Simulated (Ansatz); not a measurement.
# Cu: molecular dynamics by PAW and LAPW

How do the atoms of Cu move (15 steps of 2 fs at constant energy, with velocities drawn for 500 K), by PAW and LAPW? Both runs start alike, so that frozen cores can be judged against all electrons.

Program: Ansatz 0.2.0. Level of theory: DFT PBEsol, scalar-relativistic. These are calculated values, not measurements.

### Step 1. The starting structure

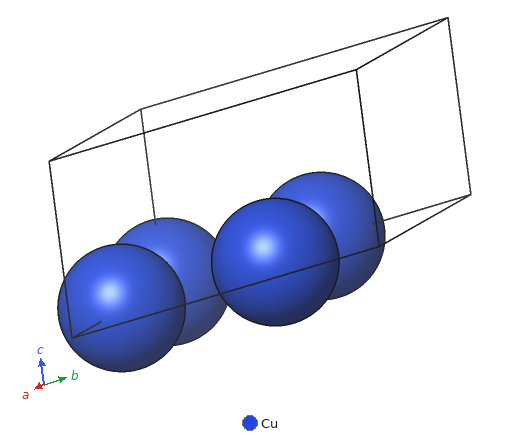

The starting structure, seen slightly off an axis (copper blue). Each atom of the cell is drawn once.

Coordinates:

```xyz
4
Lattice="0.0000 3.6150 3.6150 3.6150 0.0000 3.6150 1.8075 1.8075 0.0000" Properties=species:S:1:pos:R:3 pbc="T T T"
Cu    0.0000    0.0000    0.0000
Cu    1.8075    0.0000    1.8075
Cu    0.0000    1.8075    1.8075
Cu    1.8075    1.8075    3.6150
```

The geometry is a database entry used as it stands. It may stem from high pressure or temperature, or be incomplete, so it serves as a test cell.

### Step 2. PAW with frozen cores

Input file input.yaml:

```yaml
crystal:
  lattice:
    - [0.0, 3.615, 3.615]
    - [3.615, 0.0, 3.615]
    - [1.8075, 1.8075, 0.0]
  atoms:
    - { symbol: Cu, position: [0.0, 0.0, 0.0] }
    - { symbol: Cu, position: [0.0, 0.5, 0.0] }
    - { symbol: Cu, position: [0.5, 0.0, 0.0] }
    - { symbol: Cu, position: [0.5, 0.5, 0.0] }
kpoints:
  mp_grid: { grid: [5, 5, 9] }
scf:
  occupations: { method: fermi_dirac, width: 0.08 }
hamiltonian:
  xc: pbesol
  pseudopotentials: { kind: paw }
output:
  forces: true
  stress: true
md:
  timestep: 2.0
  n_steps: 15
  ensemble: nve
  temperature: 500
  initial_velocities: maxwell_boltzmann
  seed: 504398
```

Launch:

```console
> ansatz run input.yaml --threads 2 --pin off --max-ram 4096MiB --backend cpu --events-out ev --progress --plain --runs-dir out
```

Standard output, shortened:

```text
Warning: md: disabling space-group detection — thermal motion breaks the input geometry's symmetry, so no spatial operation reduces the k-mesh or symmetrises the density; time reversal is kept, so that k and −k are solved as one point where they differ and the mesh holds both, and exact [...]
Warning: output.stress: scf.convergence.dr2_threshold = 4e-9 eV (the default of an md: trajectory) is looser than the 4e-10 eV advised for a printed stress (1e-10 eV for each atom of the cell: 4). What an SCF threshold leaves in a stress goes as its square root, and in the free energy as [...]
Pseudopotentials: kind: paw
Pseudopotential: Cu, paw, valence charge 19, recommended cutoff 420 eV (normal)
Functional definition: PBEsol
[...]
Crystal: 4 atoms, lattice volume = 47.242 Å³
Basis set: ecut = 420 eV, 937 PW (Γ), exchange–correlation on 72×72×36 points (8 copies of the dense FFT grid, shifted against one another)
Bands: 46, of which v1, the nominal top of the filled ones, is band 38 counted from 1 (37 counted from 0)
Symmetry: 1 space group operations
k-points: 113 of 225 (time reversal used)
[...]
SCF iter   1: F=—  HF=-26355.067152 eV  |F-HF|=—  |Δ(HF+E_count)|=         —  Δρ=2.17e-2  dr2=1.17e-1  ethr=1.77e-3  ⟨swp⟩=5.1  Hψ=16211  notcnv=0  defer=117
[...]
md step     0: t =     0.00 fs  T =   500.0 K  F+E_penalty+E_count = -26355.04052483 eV  E_kin = 0.193890 eV  conserved = -26354.84663483 eV  P_inst = -5.9021 GPa  (9 SCF iters)
[...]
md step     2: t =     4.00 fs  T =   492.8 K  F+E_penalty+E_count = -26355.03771128 eV  E_kin = 0.191079 eV  conserved = -26354.84663193 eV  P_inst = -5.8762 GPa  (7 SCF iters)
[...]
md step     3: t =     6.00 fs  T =   483.8 K  F+E_penalty+E_count = -26355.03424371 eV  E_kin = 0.187616 eV  conserved = -26354.84662814 eV  P_inst = -5.8443 GPa  (7 SCF iters)
[...]
SCF iter   3: F=—  HF=-26355.029485 eV  |F-HF|=—  |Δ(HF+E_count)|=   1.30e-4  Δρ=1.08e-4  dr2=3.84e-6  ethr=3.58e-7  ⟨swp⟩=2.3  Hψ=8796  notcnv=0
```

### Step 3. More of the same log: 15 steps of 2.0 fs from 500 K

The log, continued, shortened:

```text
SCF iter   4: F=—  HF=-26355.029481 eV  |F-HF|=—  |Δ(HF+E_count)|=   4.00e-6  Δρ=7.37e-5  dr2=1.89e-6  ethr=5.06e-9  ⟨swp⟩=2.0  Hψ=7590  notcnv=0
[...]
md step     4: t =     8.00 fs  T =   471.5 K  F+E_penalty+E_count = -26355.02948039 eV  E_kin = 0.182858 eV  conserved = -26354.84662282 eV  P_inst = -5.8007 GPa  (7 SCF iters)
[...]
md step     7: t =    14.00 fs  T =   417.3 K  F+E_penalty+E_count = -26355.00841949 eV  E_kin = 0.161821 eV  conserved = -26354.84659877 eV  P_inst = -5.6098 GPa  (2 SCF iters)
[...]
md step    10: t =    20.00 fs  T =   344.5 K  F+E_penalty+E_count = -26354.98013856 eV  E_kin = 0.133571 eV  conserved = -26354.84656739 eV  P_inst = -5.3595 GPa  (7 SCF iters)
[...]
md step    13: t =    26.00 fs  T =   265.0 K  F+E_penalty+E_count = -26354.94929303 eV  E_kin = 0.102760 eV  conserved = -26354.84653309 eV  P_inst = -5.0966 GPa  (3 SCF iters)
[...]
SCF converged after 6 iterations
Free energy (F): -26354.929746 eV
[...]
E sigma→0 (E₀):  -26354.912900 eV
Entropy (-TS):   -0.033692 eV (-8.423 meV/atom)
Fermi energy:    16.592788 eV
[...]
--- Forces (eV/Å), atoms counted from 1 ---
  atom   1  Cu    -0.16850122    -0.20063165     0.49855903
  atom   2  Cu     0.15453439     0.09972005    -0.78891954
  atom   3  Cu     0.59654022     0.07994017     0.19486843
  atom   4  Cu    -0.58257323     0.02097237     0.09549381
[...]
--- Stress (GPa, compression-positive) ---
       -4.718437      -1.345656       1.056982
       -1.345656      -5.949404       0.752340
        1.056982       0.752340      -4.897680
  P = ⅓ Tr σ = -5.1885 GPa (-51.885 kbar)
--- MD trajectory: 15 steps, t = 0.0 → 30.0 fs ---
  final state: T = 214.6 K   F+E_penalty+E_count = -26354.92974583 eV   E_kin = 0.083233 eV
  conserved energy: peak-to-peak 1.221e-4 eV (3.053e-5 eV/atom) over 30.0 fs
```

It took 2.5 min on 2 threads of Arm Neoverse V1, shared host; peak memory 0.63 GiB.

### Step 4. What the atoms did

The trajectory, step by step (energies from step 0); msd is the mean square displacement from the start, the centre of mass held:

| time (fs) | T (K) | potential energy change (meV/atom) | total energy change (meV/atom) | pressure (GPa) | msd Cu (Å²) |
| --- | --- | --- | --- | --- | --- |
| 0.0 | 500 | 0.0 | 0.00 | -5.9 | 0.000 |
| 2.0 | 498 | 0.2 | 0.00 | -5.9 | 0.000 |
| 4.0 | 493 | 0.7 | 0.00 | -5.9 | 0.000 |
| 6.0 | 484 | 1.6 | 0.00 | -5.8 | 0.001 |
| 8.0 | 472 | 2.8 | 0.00 | -5.8 | 0.001 |
| 10.0 | 456 | 4.3 | 0.00 | -5.7 | 0.001 |
| 12.0 | 438 | 6.0 | 0.01 | -5.7 | 0.002 |
| 14.0 | 417 | 8.0 | 0.01 | -5.6 | 0.003 |
| 16.0 | 395 | 10.2 | 0.01 | -5.5 | 0.003 |
| 18.0 | 370 | 12.6 | 0.01 | -5.4 | 0.004 |
| 20.0 | 344 | 15.1 | 0.02 | -5.4 | 0.005 |
| 22.0 | 318 | 17.7 | 0.02 | -5.3 | 0.006 |
| 24.0 | 291 | 20.2 | 0.02 | -5.2 | 0.007 |
| 26.0 | 265 | 22.8 | 0.03 | -5.1 | 0.008 |
| 28.0 | 239 | 25.3 | 0.03 | -5.0 | 0.009 |
| 30.0 | 215 | 27.7 | 0.03 | -4.9 | 0.010 |

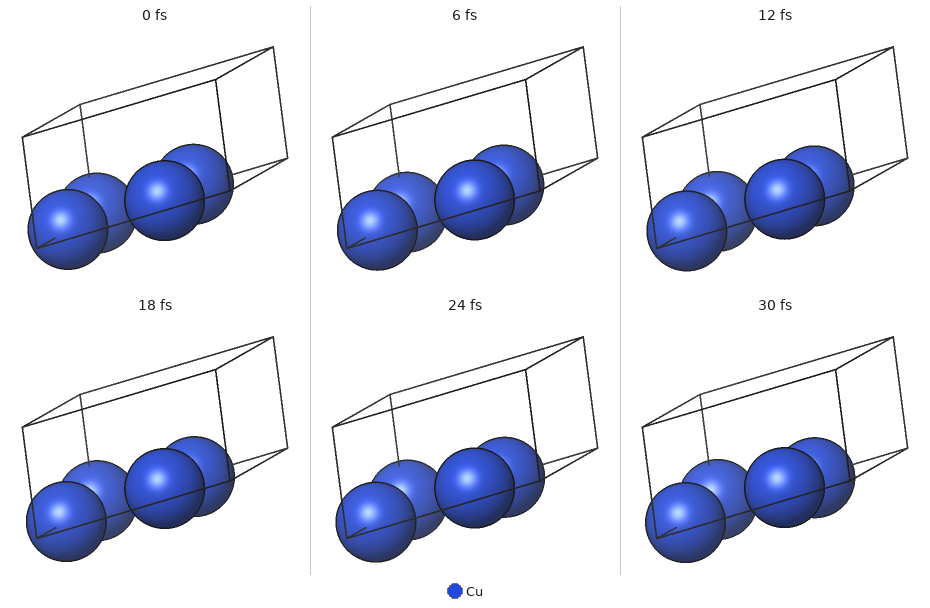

The system at six times, viewed slightly off an axis. Each atom of the cell is drawn once. Atoms are followed across the cell's faces.

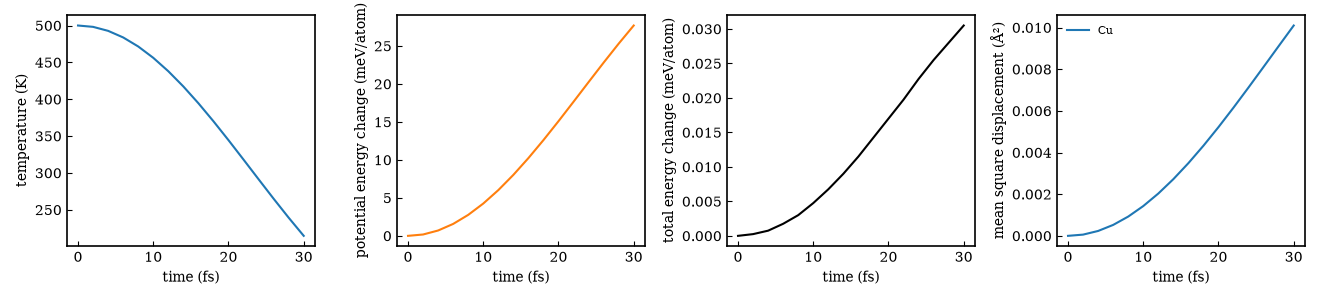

Time series of the run, each on its own scale.

### Step 5. Snapshots as a file

Extended XYZ, with forces in eV/Å:

```xyz
4
Lattice="0.000 3.615 3.615 3.615 0.000 3.615 1.808 1.808 0.000" Properties=species:S:1:pos:R:3:forces:R:3 pbc="T T T" time_fs=4.0 T=493 dE=0.0028
Cu    0.008   -0.001   -0.009   -0.018   -0.040    0.088
Cu    1.805    0.002    1.826    0.019    0.021   -0.133
Cu   -0.014    1.801    1.798    0.091    0.008    0.024
Cu    1.816    1.814    3.615   -0.092    0.011    0.021
4
Lattice="0.000 3.615 3.615 3.615 0.000 3.615 1.808 1.808 0.000" Properties=species:S:1:pos:R:3:forces:R:3 pbc="T T T" time_fs=8.0 T=472 dE=0.0110
Cu    0.016   -0.003   -0.017   -0.037   -0.078    0.174
Cu    1.802    0.004    1.843    0.038    0.041   -0.264
Cu   -0.029    1.794    1.789    0.181    0.017    0.048
Cu    1.825    1.820    3.615   -0.182    0.021    0.042
4
Lattice="0.000 3.615 3.615 3.615 0.000 3.615 1.808 1.808 0.000" Properties=species:S:1:pos:R:3:forces:R:3 pbc="T T T" time_fs=12.0 T=438 dE=0.0241
Cu    0.024   -0.004   -0.025   -0.057   -0.114    0.254
Cu    1.800    0.007    1.860    0.058    0.059   -0.388
Cu   -0.042    1.787    1.780    0.269    0.026    0.073
Cu    1.834    1.826    3.615   -0.270    0.029    0.060
4
Lattice="0.000 3.615 3.615 3.615 0.000 3.615 1.808 1.808 0.000" Properties=species:S:1:pos:R:3:forces:R:3 pbc="T T T" time_fs=16.0 T=395 dE=0.0409
Cu    0.031   -0.006   -0.033   -0.078   -0.145    0.328
Cu    1.798    0.009    1.877    0.079    0.075   -0.502
Cu   -0.055    1.780    1.771    0.353    0.035    0.099
Cu    1.841    1.832    3.616   -0.354    0.035    0.075
4
Lattice="0.000 3.615 3.615 3.615 0.000 3.615 1.808 1.808 0.000" Properties=species:S:1:pos:R:3:forces:R:3 pbc="T T T" time_fs=18.0 T=370 dE=0.0504
Cu    0.035   -0.007   -0.036   -0.089   -0.158    0.361
Cu    1.797    0.011    1.884    0.089    0.082   -0.555
Cu   -0.062    1.777    1.766    0.393    0.041    0.113
Cu    1.845    1.835    3.616   -0.394    0.036    0.081
4
Lattice="0.000 3.615 3.615 3.615 0.000 3.615 1.808 1.808 0.000" Properties=species:S:1:pos:R:3:forces:R:3 pbc="T T T" time_fs=22.0 T=318 dE=0.0706
Cu    0.043   -0.010   -0.043   -0.113   -0.181    0.420
Cu    1.795    0.013    1.899    0.111    0.092   -0.650
Cu   -0.073    1.770    1.758    0.469    0.052    0.140
Cu    1.851    1.841    3.617   -0.467    0.036    0.091
4
Lattice="0.000 3.615 3.615 3.615 0.000 3.615 1.808 1.808 0.000" Properties=species:S:1:pos:R:3:forces:R:3 pbc="T T T" time_fs=26.0 T=265 dE=0.0912
Cu    0.050   -0.013   -0.048   -0.140   -0.195    0.466
Cu    1.793    0.016    1.911    0.133    0.099   -0.729
Cu   -0.084    1.764    1.749    0.537    0.065    0.167
Cu    1.856    1.848    3.617   -0.531    0.031    0.096
4
Lattice="0.000 3.615 3.615 3.615 0.000 3.615 1.808 1.808 0.000" Properties=species:S:1:pos:R:3:forces:R:3 pbc="T T T" time_fs=30.0 T=215 dE=0.1108
Cu    0.056   -0.016   -0.052   -0.169   -0.201    0.499
Cu    1.791    0.020    1.922    0.155    0.100   -0.789
Cu   -0.093    1.757    1.741    0.597    0.080    0.195
Cu    1.860    1.854    3.618   -0.583    0.021    0.095
```

### Step 6. All-electron LAPW

input.yaml: that of step 2 with these lines changed.

```diff
@@ -16,3 +16,3 @@
   xc: pbesol
-  pseudopotentials: { kind: paw }
+  pseudopotentials: { kind: all_electron, lapw: { basis_error: 0.001 } }
 output:
```

Launch:

```console
> ansatz run input.yaml --threads 2 --pin off --max-ram 4096MiB --backend cpu --events-out ev --progress --plain --runs-dir out
```

Standard output, shortened:

```text
Warning: md: disabling space-group detection — thermal motion breaks the input geometry's symmetry, so no spatial operation reduces the k-mesh or symmetrises the density; time reversal is kept, so that k and −k are solved as one point where they differ and the mesh holds both, and exact [...]
LAPW: plane waves up to 9.113 Å⁻¹, error target 1.0e-3 eV per atom; small_component_spin mean_spin; Cu in spheres of 1.240 Å, 19 of its electrons in bands, Dirac shells []
[...]
Pseudopotentials: kind: all_electron
Pseudopotential: Cu, LAPW, valence charge 19, Koelling and Harmon's equation, gaussian nucleus
[... 1 set-up line as earlier in the session ...]
[...]
Crystal: 4 atoms, lattice volume = 47.242 Å³
Basis set: ecut = 316.42247723004664 eV, 631 PW (Γ), FFT grids on a1−a3, a2−a3, a3, exchange–correlation at level 2
Bands: 46, of which v1, the nominal top of the filled ones, is band 38 counted from 1 (37 counted from 0)
[... 1 set-up line as earlier in the session ...]
k-points: 113 of 225 (time reversal used)
[...]
md step    15: t =    30.00 fs  T =   214.8 K  F+E_penalty+E_count = -179991.43172642 eV  E_kin = 0.083278 eV  conserved = -179991.34852409 eV  P_inst = -4.9312 GPa  (9 SCF iters)
NSCF: frozen V_eff on 113 k-points
[...]
SCF converged after 9 iterations
Free energy (F): -179991.431726 eV
[...]
E sigma→0 (E₀):  -179991.414876 eV
Entropy (-TS):   -0.033701 eV (-8.425 meV/atom)
Fermi energy:    16.432256 eV
[...]
--- Forces (eV/Å), atoms counted from 1 ---
  atom   1  Cu    -0.16832957    -0.20050815     0.49824406
  atom   2  Cu     0.15458277     0.09964648    -0.78858806
  atom   3  Cu     0.59653882     0.07982784     0.19527513
  atom   4  Cu    -0.58279154     0.02103408     0.09506952
[...]
--- Stress (GPa, compression-positive) ---
       -4.711729      -1.345737       1.057719
       -1.345737      -5.948997       0.752605
        1.057719       0.752605      -4.886073
  P = ⅓ Tr σ = -5.1823 GPa (-51.823 kbar)
--- Band table (eV; the first three rows and the last of 113) ---
[...]
--- MD trajectory: 15 steps, t = 0.0 → 30.0 fs ---
  final state: T = 214.8 K   F+E_penalty+E_count = -179991.43172642 eV   E_kin = 0.083278 eV
  conserved energy: peak-to-peak 1.247e-4 eV (3.118e-5 eV/atom) over 30.0 fs
```

It took 23 min on 2 threads of Arm Neoverse V1, shared host; peak memory 0.94 GiB.

### Step 7. What the atoms did

The trajectory, every 2 steps (energies from step 0); msd is the mean square displacement from the start, the centre of mass held:

| time (fs) | T (K) | potential energy change (meV/atom) | total energy change (meV/atom) | pressure (GPa) | msd Cu (Å²) |
| --- | --- | --- | --- | --- | --- |
| 0.0 | 500 | 0.0 | 0.00 | -5.9 | 0.000 |
| 4.0 | 493 | 0.7 | 0.00 | -5.9 | 0.000 |
| 8.0 | 472 | 2.8 | 0.00 | -5.8 | 0.001 |
| 12.0 | 438 | 6.0 | 0.01 | -5.7 | 0.002 |
| 16.0 | 395 | 10.2 | 0.01 | -5.5 | 0.003 |
| 20.0 | 345 | 15.1 | 0.02 | -5.4 | 0.005 |
| 24.0 | 292 | 20.2 | 0.02 | -5.2 | 0.007 |
| 28.0 | 239 | 25.3 | 0.03 | -5.0 | 0.009 |
| 30.0 | 215 | 27.7 | 0.03 | -4.9 | 0.010 |

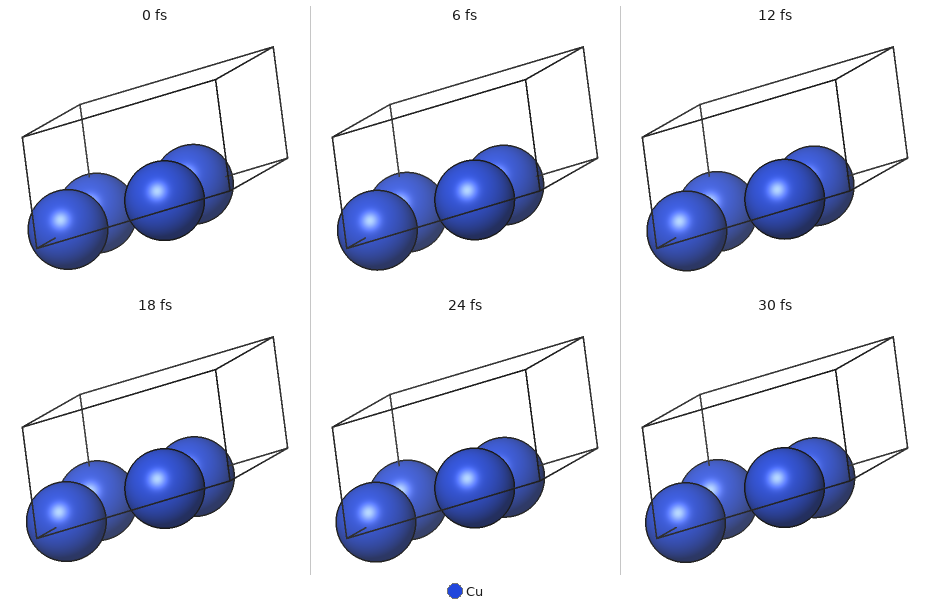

The system at six times, viewed slightly off an axis. Each atom of the cell is drawn once. Atoms are followed across the cell's faces.

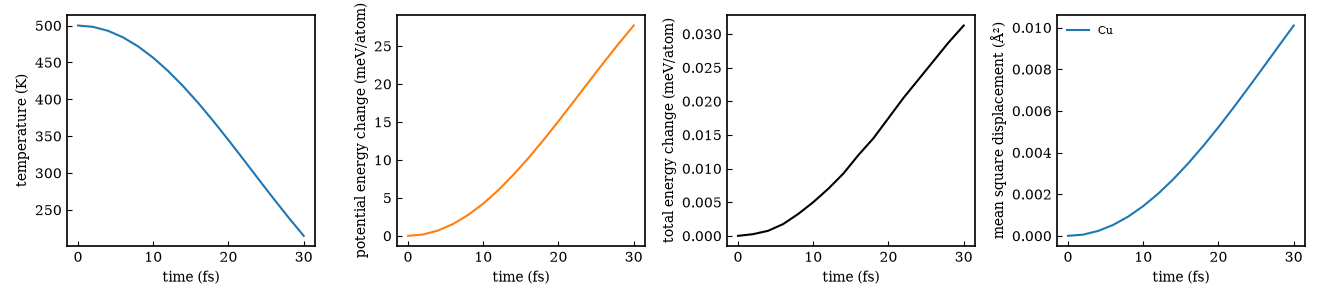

Traces against time; each panel has its own scale.

### Step 8. Summary of results

| quantity | value |
| --- | --- |
| PAW: length | 15 steps of 2 fs |
| PAW: temperature, first and last step | 500 and 215 K |
| PAW: temperature, second half | mean 305 K, from 215 to 395 K |
| PAW: potential energy, second half | +19 meV/atom from this run's first step |
| PAW: largest change of the total energy | 0.03 meV/atom |
| PAW: mean square displacement, second half | Cu 0.007 Å² |
| LAPW: length | 15 steps of 2 fs |
| LAPW: temperature, first and last step | 500 and 215 K |
| LAPW: temperature, second half | mean 305 K, from 215 to 395 K |
| LAPW: potential energy, second half | +19 meV/atom from this run's first step |
| LAPW: largest change of the total energy | 0.03 meV/atom |
| LAPW: mean square displacement, second half | Cu 0.007 Å² |

In words: The temperature starts at 500 K and averages 305 K in the second half, where it still falls, from 395 to 215 K. The total energy strays from its start by at most 0.03 meV/atom, under 0.1 % of the mean kinetic energy, so a step of 2 fs is short enough over this time. The farthest move is 0.12 Å, against a mean nearest distance of 2.6 Å at the start: no atom has changed site so far. From the same start the temperatures of the two runs stay within 0.2 K of each other. 30 fs on 4 atoms is far too short and small for converged averages. LAPW took about 9 times as long as PAW (23 min against 2.5 min, on a shared host and with the outputs that each input asks for).
